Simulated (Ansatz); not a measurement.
# TiAl: phonons and Grüneisen parameters

How does the lattice vibrate, and how do the modes shift with volume? Displacements sample a 2×2×2 mesh. Runs: cell and atoms relaxed (PAW); reference run (PAW); volume scaled by 0.970 (PAW); volume scaled by 1.030 (PAW); mode Grüneisen parameters (PAW); displacement of 0.002 Å (PAW).

Method: DFT PBEsol, frozen-core PAW, scalar-relativistic unless said, in Ansatz 0.2.0.

### 1 The structure to begin with

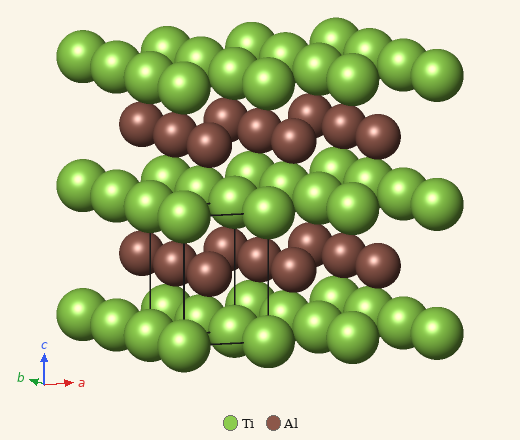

Start, viewed slightly off an axis; titanium green, aluminium brown. 3×3×2 cells are drawn. Atoms on the faces are drawn again on the opposite ones.

Coordinates:

```xyz
2
Lattice="2.8373 0.0000 0.0000 0.0000 2.8373 0.0000 0.0000 0.0000 4.0591" Properties=species:S:1:pos:R:3 pbc="T T T"
Ti    0.0000    0.0000    0.0000
Al    1.4186    1.4186    2.0295
```

Cartesian axes are those of the input's lattice vectors. The structure goes back to a database entry.

### 2 Cell and atoms relaxed, PAW

Contents of input.yaml:

```yaml
crystal:
  lattice:
    - [2.8373, 0.0, 0.0]
    - [0.0, 2.8373, 0.0]
    - [0.0, 0.0, 4.0591]
  atoms:
    - { symbol: Ti, position: [0.0, 0.0, 0.0] }
    - { symbol: Al, position: [0.5, 0.5, 0.5] }
kpoints:
  mp_grid: { grid: [14, 14, 10] }
scf:
  occupations: { method: fermi_dirac, width: 0.1 }
hamiltonian:
  xc: pbesol
  pseudopotentials: { kind: paw }
relax:
  f_tol: 0.002
  max_steps: 80
  cell: {}
output:
  forces: true
  stress: true
  write_density: true
  write_potential: true
  elf: true
  volumetric_format: npy
```

Started as:

```console
ansatz run input.yaml --threads 2 --pin off --max-ram 5120MiB --backend cpu --events-out ev --progress --plain --runs-dir out
```

Log, shortened:

```text
[...]
Pseudopotentials: kind: paw
Pseudopotential: Ti, paw, valence charge 12, recommended cutoff 420 eV (normal), Ti.paw.azcp
Pseudopotential: Al, paw, valence charge 3, recommended cutoff 420 eV (normal), Al.paw.azcp
Functional definition: PBEsol
[...]
Crystal: 2 atoms, lattice volume = 32.677 Å³
Basis set: ecut = 420 eV, 657 PW (Γ), exchange–correlation on 40×40×60 points (8 copies of the dense FFT grid, shifted against one another)
Bands: 12, of which v1, the nominal top of the filled ones, is band 8 counted from 1 (7 counted from 0)
Symmetry: 16 space group operations
Space group: P4/mmm (ITA 123), of the structure as read, at distance tolerance 3.2e-5 Å
k-points: 216 of 1960
[...]
SCF iter   1: F=—  HF=-2999.282457 eV  |F-HF|=—  |Δ(HF+E_count)|=         —  Δρ=4.05e-3  dr2=3.61e-3  ethr=1.77e-3  ⟨swp⟩=5.0  Hψ=13074  notcnv=0
[...]
relax step   1: F+E_penalty+E_count = -2999.28122234 eV  Δ(F+E_penalty+E_count) = +0.000e0 eV  max|allowed force component| = 3.205e-31 eV/Å  Δτ_max = 0.0000 Å  P = -3.843 GPa  Ω = 32.677 Å³  (6 SCF iters, dr2 threshold 1.00e-7 eV, accepted)
[...]
relax step   2: F+E_penalty+E_count = -2999.28937639 eV  Δ(F+E_penalty+E_count) = -8.154e-3 eV  max|allowed force component| = 1.233e-30 eV/Å  Δτ_max = 0.0000 Å  P = +2.892 GPa  Ω = 30.863 Å³  energy of the carried Pulay correction = +4.294e-4 eV  (6 SCF iters, dr2 threshold 2.00e-7 eV, accepted)
[...]
relax step   3: F+E_penalty+E_count = -2999.29554632 eV  Δ(F+E_penalty+E_count) = -6.170e-3 eV  max|allowed force component| = 2.465e-32 eV/Å  Δτ_max = 0.0000 Å  P = -0.117 GPa  Ω = 31.612 Å³  energy of the carried Pulay correction = +2.494e-4 eV  (6 SCF iters, dr2 threshold 2.00e-7 eV, accepted)
[...]
SCF iter   2: F=—  HF=-2999.295597 eV  |F-HF|=—  |Δ(HF+E_count)|=   6.75e-7  Δρ=2.97e-5  dr2=1.22e-7  ethr=1.29e-8  ⟨swp⟩=2.0  Hψ=3394  notcnv=0
[...]
```

### 3 The output, continued: cell and atoms relaxed by PAW

The log, continued, shortened:

```text
SCF iter   3: F=-2999.295597 eV  HF=-2999.295597 eV  |F-HF|=1.72e-9  |Δ(HF+E_count)|=   1.89e-9  Δρ=1.19e-5  dr2=1.87e-8  ethr=8.13e-10  ⟨swp⟩=1.9  Hψ=3557  notcnv=0
[...]
relax step   4: F+E_penalty+E_count = -2999.29559742 eV  Δ(F+E_penalty+E_count) = -5.109e-5 eV  max|allowed force component| = 0.000e0 eV/Å  Δτ_max = 0.0000 Å  P = -0.003 GPa  Ω = 31.582 Å³  energy of the carried Pulay correction = +2.565e-4 eV  (6 SCF iters, accepted)
[...]
relax step   5: F+E_penalty+E_count = -2999.29560508 eV  Δ(F+E_penalty+E_count) = -7.661e-6 eV  max|allowed force component| = 1.233e-32 eV/Å  Δτ_max = 0.0000 Å  P = +0.001 GPa  Ω = 31.581 Å³  energy of the carried Pulay correction = +2.568e-4 eV  (6 SCF iters, accepted)
[...]
  atom   2  Al     0.00000000     0.00000000     0.00000000
[...]
--- Stress (GPa, compression-positive) ---
       -0.014610       0.000000       0.000000
        0.000000      -0.014610       0.000000
        0.000000       0.000000      -0.004970
  P = ⅓ Tr σ = -0.0114 GPa (-0.114 kbar)
--- Band table (eV; the first three rows and the last of 216) ---
  k-point 0: bands = ["-45.0651", "-21.5684", "-21.1122", "-21.1122", "2.0887", "9.2951", "10.3581", "10.8845", "13.4808", "13.4808", "14.6462", "17.5897"]
[...]
--- Relaxed structure (5 steps of the walk, 5 accepted, 1 SCFs on fresh bases) ---
  F+E_penalty+E_count = -2999.29539962 eV   max|allowed force component| = 4.930e-32 eV/Å   (the final SCF, on the basis selected at the relaxed cell)
  cell:  # Å, volume = 31.5810 Å³
    - [2.795454137265345, 1.7092240226708178e-34, 0.0]
    - [1.7092240226708178e-34, 2.795454137265345, 0.0]
    - [0.0, 0.0, 4.041301797431241]
  atoms:
    - { symbol: Ti, position: [6.071985763102755e-35, -6.231077093140381e-36, 0.0] }
    - { symbol: Al, position: [0.5, 0.5, 0.5] }
```

Wall time 9 s (2 threads of Intel Xeon Platinum 8488C (Sapphire Rapids), shared host); peak memory 0.46 GiB.

Relaxation path:

| step | energy from step 1 (eV/cell) | largest force component (eV/Å) | pressure (GPa) | volume (Å³) |
| --- | --- | --- | --- | --- |
| 1 | 0.0000 | 0.0000 | -3.84 | 32.68 |
| 2 | -0.0082 | 0.0000 | 2.89 | 30.86 |
| 3 | -0.0143 | 0.0000 | -0.12 | 31.61 |
| 4 | -0.0144 | 0.0000 | 0.00 | 31.58 |
| 5 | -0.0144 | 0.0000 | 0.00 | 31.58 |
| 6 | -0.0142 | 0.0000 | -0.01 | 31.58 |

Step 1 is the start. Step 6 repeats the geometry before on a plane-wave basis chosen anew for that cell, so the energy can jump there without any move; the table keeps such jumps.

| input's cell | before | after | change |
| --- | --- | --- | --- |
| a (Å) | 2.837 | 2.795 | -1.5 % |
| b (Å) | 2.837 | 2.795 | -1.5 % |
| c (Å) | 4.059 | 4.041 | -0.4 % |
| volume (Å³/atom) | 16.34 | 15.79 | -3.4 % |

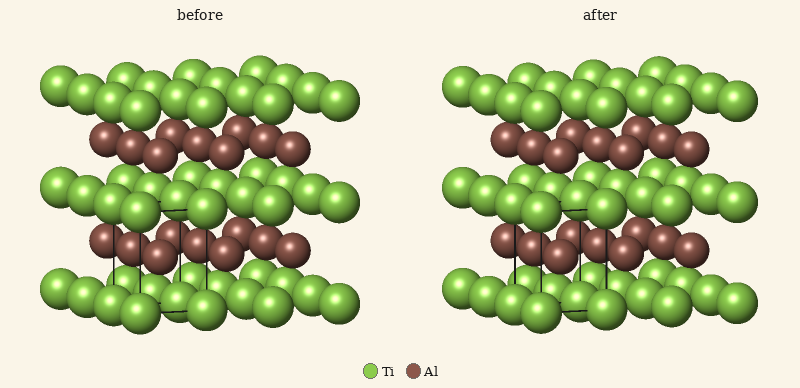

Before and after, at one scale.

### 4 Reference run, PAW

Contents of input.yaml:

```yaml
crystal:
  lattice:
    - [2.79545413727, 0.0, 0.0]
    - [0.0, 2.79545413727, 0.0]
    - [0.0, 0.0, 4.04130179743]
  atoms:
    - { symbol: Ti, position: [0.0, 0.0, 0.0] }
    - { symbol: Al, position: [0.5, 0.5, 0.5] }
kpoints:
  mp_grid: { grid: [14, 14, 10] }
scf:
  occupations: { method: fermi_dirac, width: 0.1 }
hamiltonian:
  xc: pbesol
  pseudopotentials: { kind: paw }
phonons:
  qmesh: [2, 2, 2]
  qpath:
    path:
      - [0.0, 0.0, 0.0]
      - [0.0, 0.5, 0.0]
      - [0.5, 0.5, 0.0]
      - [0.0, 0.0, 0.0]
      - [0.0, 0.0, 0.5]
      - [0.0, 0.5, 0.5]
      - [0.5, 0.5, 0.5]
      - [0.0, 0.0, 0.5]
      - [0.0, 0.5, 0.0]
    npoints: 6
  temperatures: { t_min: 0, t_max: 1000, t_step: 100 }
```

Started as:

```console
ansatz run input.yaml --threads 2 --pin off --max-ram 5120MiB --backend cpu --events-out ev --progress --plain --runs-dir out
```

Log, shortened:

```text
[...]
[... 4 set-up lines as earlier in the session ...]
[...]
Crystal: 8 atoms, lattice volume = 126.324 Å³
Basis set: ecut = 420 eV, 2473 PW (Γ), exchange–correlation on 40×80×120 points (8 copies of the dense FFT grid, shifted against one another)
Bands: 42, of which v1, the nominal top of the filled ones, is band 30 counted from 1 (29 counted from 0)
Symmetry: 32 space group operations
k-points: 96 of 490
[...]
SCF iter   1: F=—  HF=-11997.181598 eV  |F-HF|=—  |Δ(HF+E_count)|=         —  Δρ=2.12e-7  dr2=5.74e-11  ethr=1.04e-12  ⟨swp⟩=6.6  Hψ=13009  notcnv=0
[...]
  q = [0.0000, 0.0000, -0.5000] (star 1, supercell 1; hermiticity 8.46e-17, symmetrization 2.65e-6): 157.59 182.92 182.92 216.77 216.77 290.99
  q = [0.0000, -0.5000, 0.0000] (star 2, supercell 1; hermiticity 1.11e-16, symmetrization 5.02e-17): 149.05 218.02 221.53 267.71 296.70 310.89
  q = [0.0000, -0.5000, -0.5000] (star 2, supercell 1; hermiticity 1.31e-16, symmetrization 3.82e-37): 158.07 164.87 213.19 222.96 329.20 333.67
  q = [-0.5000, -0.5000, 0.0000] (star 1, supercell 2; hermiticity 1.43e-16, symmetrization 3.81e-16): 280.18 280.18 290.76 308.50 328.98 328.98
  q = [-0.5000, -0.5000, -0.5000] (star 1, supercell 2; hermiticity 1.78e-16, symmetrization 3.62e-16): 118.61 268.22 268.22 301.90 301.90 311.75
  joined force constants: q→R imaginary residual 1.59e-17
  density of states and harmonic sums: on the 22×22×16 q-mesh, interpolated from the force constants of a 2×2×2 supercell (no non-analytic term)
  largest difference from the sums on the solved wave vectors: F 5.76e-2 eV, S 8.99e-5 and C_V 3.23e-5 eV/K
[...]
```

Run time: 1.7 min. Hardware: 2 threads of Intel Xeon Platinum 8488C (Sapphire Rapids), shared host; peak memory 1.1 GiB.

Wavenumbers in cm⁻¹ (negative: unstable):

| q | modes |
| --- | --- |
| Γ | 0.0 0.0 0.0 269.7 269.7 310.4 |
| X | 149.1 218.0 221.5 267.7 296.7 310.9 |
| M | 280.2 280.2 290.8 308.5 329.0 329.0 |
| Z | 157.6 182.9 182.9 216.8 216.8 291.0 |
| R | 158.1 164.9 213.2 223.0 329.2 333.7 |
| A | 118.6 268.2 268.2 301.9 301.9 311.8 |

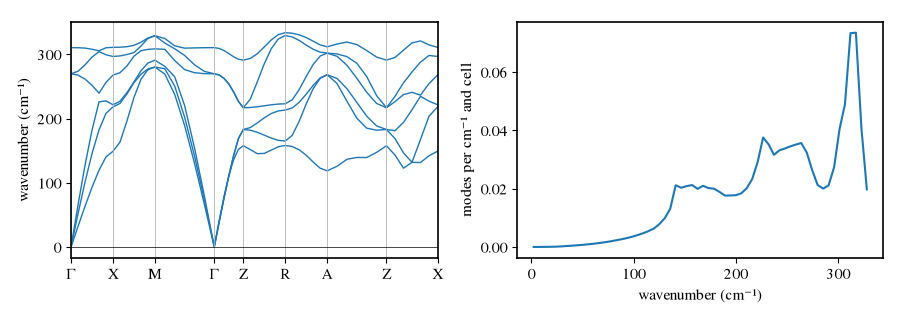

Dispersion, interpolated between the points of the mesh, and density of states.

| T (K) | F (eV/cell) | S (k_B/atom) | C_V (k_B/atom) |
| --- | --- | --- | --- |
| 0 | 0.0897 | 0.00 | 0.00 |
| 100 | 0.0870 | 0.57 | 1.25 |
| 200 | 0.0659 | 1.84 | 2.33 |
| 300 | 0.0250 | 2.86 | 2.67 |
| 400 | -0.0315 | 3.65 | 2.81 |
| 500 | -0.1001 | 4.29 | 2.87 |
| 600 | -0.1787 | 4.82 | 2.91 |
| 700 | -0.2657 | 5.27 | 2.94 |
| 800 | -0.3600 | 5.66 | 2.95 |
| 900 | -0.4606 | 6.01 | 2.96 |
| 1000 | -0.5669 | 6.32 | 2.97 |

### 5 Volume scaled by 0.970, PAW

input.yaml, as its differences from that of step 4:

```diff
@@ -2,5 +2,5 @@
   lattice:
-    - [2.79545413727, 0.0, 0.0]
-    - [0.0, 2.79545413727, 0.0]
-    - [0.0, 0.0, 4.04130179743]
+    - [2.76721529611, 0.0, 0.0]
+    - [0.0, 2.76721529611, 0.0]
+    - [0.0, 0.0, 4.00047777603]
   atoms:
```

Started as:

```console
ansatz run input.yaml --threads 2 --pin off --max-ram 5120MiB --backend cpu --events-out ev --progress --plain --runs-dir out
```

Log, shortened:

```text
[...]
[... 4 set-up lines as earlier in the session ...]
[...]
Crystal: 8 atoms, lattice volume = 122.534 Å³
Basis set: ecut = 420 eV, 2433 PW (Γ), exchange–correlation on 40×80×108 points (8 copies of the dense FFT grid, shifted against one another)
Bands: 41, of which v1, the nominal top of the filled ones, is band 30 counted from 1 (29 counted from 0)
[... 1 set-up line as earlier in the session ...]
k-points: 96 of 490
[...]
SCF iter   1: F=—  HF=-11997.137164 eV  |F-HF|=—  |Δ(HF+E_count)|=         —  Δρ=1.87e-7  dr2=4.02e-11  ethr=1.04e-12  ⟨swp⟩=7.0  Hψ=12969  notcnv=0
[...]
  q = [0.0000, 0.0000, -0.5000] (star 1, supercell 1; hermiticity 8.63e-17, symmetrization 4.07e-6): 166.28 190.61 190.61 225.86 225.86 304.99
  q = [0.0000, -0.5000, 0.0000] (star 2, supercell 1; hermiticity 1.11e-16, symmetrization 3.87e-37): 155.74 227.86 228.92 280.74 310.21 327.90
  q = [0.0000, -0.5000, -0.5000] (star 2, supercell 1; hermiticity 1.34e-16, symmetrization 3.48e-37): 162.92 170.92 219.15 230.78 347.71 352.16
  q = [-0.5000, -0.5000, 0.0000] (star 1, supercell 2; hermiticity 1.43e-16, symmetrization 3.64e-16): 290.92 290.92 300.02 321.29 347.60 347.60
  q = [-0.5000, -0.5000, -0.5000] (star 1, supercell 2; hermiticity 1.75e-16, symmetrization 3.30e-16): 122.77 281.57 281.57 317.76 317.76 324.16
  joined force constants: q→R imaginary residual 1.63e-17
  density of states and harmonic sums: on the 22×22×16 q-mesh, interpolated from the force constants of a 2×2×2 supercell (no non-analytic term)
  largest difference from the sums on the solved wave vectors: F 5.63e-2 eV, S 8.85e-5 and C_V 3.23e-5 eV/K
[...]
```

Wall time 1.7 min (2 threads of Intel Xeon Platinum 8488C (Sapphire Rapids), shared host); peak memory 1 GiB.

Wavenumbers in cm⁻¹ (negative: unstable):

| q | modes |
| --- | --- |
| Γ | 0.0 0.0 0.0 281.5 281.5 328.6 |
| X | 155.7 227.9 228.9 280.7 310.2 327.9 |
| M | 290.9 290.9 300.0 321.3 347.6 347.6 |
| Z | 166.3 190.6 190.6 225.9 225.9 305.0 |
| R | 162.9 170.9 219.2 230.8 347.7 352.2 |
| A | 122.8 281.6 281.6 317.8 317.8 324.2 |

### 6 Volume scaled by 1.030, PAW

input.yaml, as its differences from that of step 5:

```diff
@@ -2,5 +2,5 @@
   lattice:
-    - [2.76721529611, 0.0, 0.0]
-    - [0.0, 2.76721529611, 0.0]
-    - [0.0, 0.0, 4.00047777603]
+    - [2.82313370114, 0.0, 0.0]
+    - [0.0, 2.82313370114, 0.0]
+    - [0.0, 0.0, 4.08131728891]
   atoms:
```

Started as:

```console
ansatz run input.yaml --threads 2 --pin off --max-ram 5120MiB --backend cpu --events-out ev --progress --plain --runs-dir out
```

Log, shortened:

```text
[...]
[... 4 set-up lines as earlier in the session ...]
[...]
Crystal: 8 atoms, lattice volume = 130.114 Å³
Basis set: ecut = 420 eV, 2573 PW (Γ), exchange–correlation on 40×80×120 points (8 copies of the dense FFT grid, shifted against one another)
Bands: 42, of which v1, the nominal top of the filled ones, is band 30 counted from 1 (29 counted from 0)
[... 1 set-up line as earlier in the session ...]
k-points: 96 of 490
[...]
SCF iter   1: F=—  HF=-11997.140805 eV  |F-HF|=—  |Δ(HF+E_count)|=         —  Δρ=6.28e-8  dr2=4.12e-12  ethr=1.04e-12  ⟨swp⟩=6.4  Hψ=12943  notcnv=0
[...]
  q = [0.0000, 0.0000, -0.5000] (star 1, supercell 1; hermiticity 8.28e-17, symmetrization 1.92e-6): 149.21 175.50 175.50 207.97 207.97 277.58
  q = [0.0000, -0.5000, 0.0000] (star 2, supercell 1; hermiticity 1.10e-16, symmetrization 7.48e-37): 142.71 208.51 214.28 255.03 283.71 294.68
  q = [0.0000, -0.5000, -0.5000] (star 2, supercell 1; hermiticity 1.27e-16, symmetrization 4.03e-37): 153.37 159.13 207.14 215.30 311.47 315.95
  q = [-0.5000, -0.5000, 0.0000] (star 1, supercell 2; hermiticity 1.43e-16, symmetrization 3.97e-16): 269.69 269.69 281.79 296.19 311.12 311.12
  q = [-0.5000, -0.5000, -0.5000] (star 1, supercell 2; hermiticity 1.82e-16, symmetrization 2.72e-16): 114.47 255.15 255.15 286.78 286.78 299.76
  joined force constants: q→R imaginary residual 1.54e-17
  density of states and harmonic sums: on the 22×22×16 q-mesh, interpolated from the force constants of a 2×2×2 supercell (no non-analytic term)
  largest difference from the sums on the solved wave vectors: F 5.89e-2 eV, S 9.12e-5 and C_V 3.23e-5 eV/K
[...]
```

It took 1.8 min on 2 threads of Intel Xeon Platinum 8488C (Sapphire Rapids), shared host; peak memory 1.1 GiB.

Wavenumbers in cm⁻¹ (negative: unstable):

| q | modes |
| --- | --- |
| Γ | 0.0 0.0 0.0 258.2 258.2 292.9 |
| X | 142.7 208.5 214.3 255.0 283.7 294.7 |
| M | 269.7 269.7 281.8 296.2 311.1 311.1 |
| Z | 149.2 175.5 175.5 208.0 208.0 277.6 |
| R | 153.4 159.1 207.1 215.3 311.5 315.9 |
| A | 114.5 255.2 255.2 286.8 286.8 299.8 |

### 7 Mode Grüneisen parameters, PAW

These follow from the three phonon runs above, mode by mode: γ = −d ln ω / d ln V.

| q | wavenumber (cm⁻¹) | γ |
| --- | --- | --- |
| Γ | 269.7 ×2 | 1.44 |
| Γ | 310.4 | 1.92 |
| X | 149.1 | 1.46 |
| X | 218.0 | 1.48 |
| X | 221.5 | 1.10 |
| X | 267.7 | 1.60 |
| X | 296.7 | 1.49 |
| X | 310.9 | 1.78 |
| M | 280.2 ×2 | 1.26 |
| M | 290.8 | 1.04 |
| M | 308.5 | 1.36 |
| M | 329.0 ×2 | 1.85 |
| Z | 157.6 | 1.81 |
| Z | 182.9 ×2 | 1.38 |
| Z | 216.8 ×2 | 1.38 |
| Z | 291.0 | 1.57 |
| R | 158.1 | 1.01 |
| R | 164.9 | 1.19 |
| R | 213.2 | 0.94 |
| R | 223.0 | 1.16 |
| R | 329.2 | 1.84 |
| R | 333.7 | 1.81 |
| A | 118.6 | 1.17 |
| A | 268.2 ×2 | 1.64 |
| A | 301.9 ×2 | 1.71 |
| A | 311.8 | 1.30 |

### 8 Displacement of 0.002 Å, PAW

input.yaml, as its differences from that of step 6:

```diff
@@ -2,5 +2,5 @@
   lattice:
-    - [2.82313370114, 0.0, 0.0]
-    - [0.0, 2.82313370114, 0.0]
-    - [0.0, 0.0, 4.08131728891]
+    - [2.79545413727, 0.0, 0.0]
+    - [0.0, 2.79545413727, 0.0]
+    - [0.0, 0.0, 4.04130179743]
   atoms:
@@ -30 +30,2 @@
   temperatures: { t_min: 0, t_max: 1000, t_step: 100 }
+  amplitude: 0.002
```

Started as:

```console
ansatz run input.yaml --threads 2 --pin off --max-ram 5120MiB --backend cpu --events-out ev --progress --plain --runs-dir out
```

Log, shortened:

```text
[...]
[... 4 set-up lines as earlier in the session ...]
[...]
Crystal: 8 atoms, lattice volume = 126.324 Å³
Basis set: ecut = 420 eV, 2473 PW (Γ), exchange–correlation on 40×80×120 points (8 copies of the dense FFT grid, shifted against one another)
Bands: 42, of which v1, the nominal top of the filled ones, is band 30 counted from 1 (29 counted from 0)
[... 1 set-up line as earlier in the session ...]
k-points: 96 of 490
[...]
SCF iter   1: F=—  HF=-11997.181598 eV  |F-HF|=—  |Δ(HF+E_count)|=         —  Δρ=2.77e-8  dr2=1.03e-12  ethr=1.00e-12  ⟨swp⟩=6.6  Hψ=13009  notcnv=0
[...]
  q = [0.0000, 0.0000, -0.5000] (star 1, supercell 1; hermiticity 8.46e-17, symmetrization 3.73e-6): 157.59 182.92 182.92 216.77 216.77 290.99
  q = [0.0000, -0.5000, 0.0000] (star 2, supercell 1; hermiticity 1.11e-16, symmetrization 2.51e-17): 149.05 218.02 221.53 267.71 296.70 310.89
  q = [0.0000, -0.5000, -0.5000] (star 2, supercell 1; hermiticity 1.31e-16, symmetrization 1.25e-17): 158.07 164.87 213.19 222.96 329.20 333.67
  q = [-0.5000, -0.5000, 0.0000] (star 1, supercell 2; hermiticity 1.43e-16, symmetrization 3.62e-16): 280.18 280.18 290.76 308.50 328.98 328.98
  q = [-0.5000, -0.5000, -0.5000] (star 1, supercell 2; hermiticity 1.78e-16, symmetrization 3.62e-16): 118.61 268.22 268.22 301.91 301.91 311.75
  joined force constants: q→R imaginary residual 1.59e-17
  density of states and harmonic sums: on the 22×22×16 q-mesh, interpolated from the force constants of a 2×2×2 supercell (no non-analytic term)
  largest difference from the sums on the solved wave vectors: F 5.76e-2 eV, S 8.99e-5 and C_V 3.23e-5 eV/K
[...]
```

It took 1.7 min on 2 threads of Intel Xeon Platinum 8488C (Sapphire Rapids), shared host; peak memory 1.1 GiB.

Wavenumbers in cm⁻¹ (negative: unstable):

| q | modes |
| --- | --- |
| Γ | 0.0 0.0 0.0 269.7 269.7 310.4 |
| X | 149.1 218.0 221.5 267.7 296.7 310.9 |
| M | 280.2 280.2 290.8 308.5 329.0 329.0 |
| Z | 157.6 182.9 182.9 216.8 216.8 291.0 |
| R | 158.1 164.9 213.2 223.0 329.2 333.7 |
| A | 118.6 268.2 268.2 301.9 301.9 311.8 |

### 9 All runs together

| run | volume (Å³/atom) | lowest on the mesh (cm⁻¹) | highest on the mesh, without the LO shift (cm⁻¹) | zero-point energy (meV/atom) |
| --- | --- | --- | --- | --- |
| reference run, PAW | 15.791 | 0.0 | 333.7 | 44.9 |
| volume scaled by 0.970, PAW | 15.317 | 0.0 | 352.2 | 46.9 |
| volume scaled by 1.030, PAW | 16.264 | 0.0 | 315.9 | 42.9 |
| displacement of 0.002 Å, PAW | 15.791 | 0.0 | 333.7 | 44.9 |

Optical modes at Γ (point group 4/mmm), without the LO shift:

| cm⁻¹ | modes | symmetry | active in | moves most |
| --- | --- | --- | --- | --- |
| 269.7 | 2 | Eu | infrared | Al |
| 310.4 | 1 | A2u | infrared | Al |

### 10 Results

| quantity | value |
| --- | --- |
| highest mode on the mesh, without the LO shift (PAW) | 334 cm⁻¹ |
| optical modes at Γ | 270 (Eu), 310 (A2u) cm⁻¹ |
| mean Grüneisen parameter at 300 K (PAW) | 1.44 |

What this shows: No mode on the mesh is unstable; the highest lies at 334 cm⁻¹ by PAW. Weighted by heat capacity at 300 K the mean Grüneisen parameter of the sampled modes is 1.44, which points to expansion on heating. Each set of modes is computed in the harmonic approximation. Cautions: frozen-core PAW files fitted under PBE, their cores solved anew for the functional of the run; responses of metals move with mesh and smearing.
